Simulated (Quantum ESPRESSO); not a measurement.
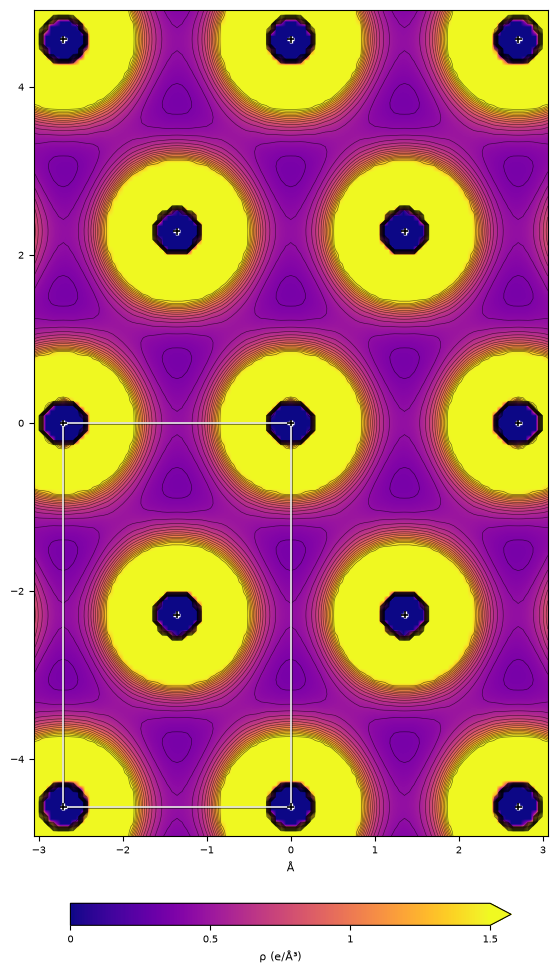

The valence electron density on a plane through atoms (crosses mark nuclei in the plane).

Level of theory: Quantum ESPRESSO 7.5, Kohn-Sham DFT of a periodic cell, PBE, SSSP 1.3 efficiency PBE.

Candidates:
A. Al, a = 2.86 Å, b = 2.86 Å, c = 4.21 Å, α = 90.00°, β = 90.00°, γ = 90.00°. Space group I4/mmm; computed pressure about −3 GPa in this cell.
B. Mo, a = 3.17 Å, b = 3.17 Å, c = 3.14 Å, α = 90.00°, β = 90.00°, γ = 90.00°. Space group I4/mmm; a structure from a database of computed crystals, not necessarily the ambient phase.
C. Ir, a = 2.71 Å, b = 2.71 Å, c = 3.68 Å, α = 90.00°, β = 90.00°, γ = 90.00°. Space group I4/mmm; computed pressure about 29 GPa in this cell.

Q: Which candidate gave the map?

A: Candidate C: Ir on the (101) plane of the conventional cell, which holds Ir. Ir–Ir (2.66 Å): the density is about 0.5 e/Å³ at the midpoint. Ir–Ir (2.71 Å): the density is about 0.46 e/Å³ at the midpoint.
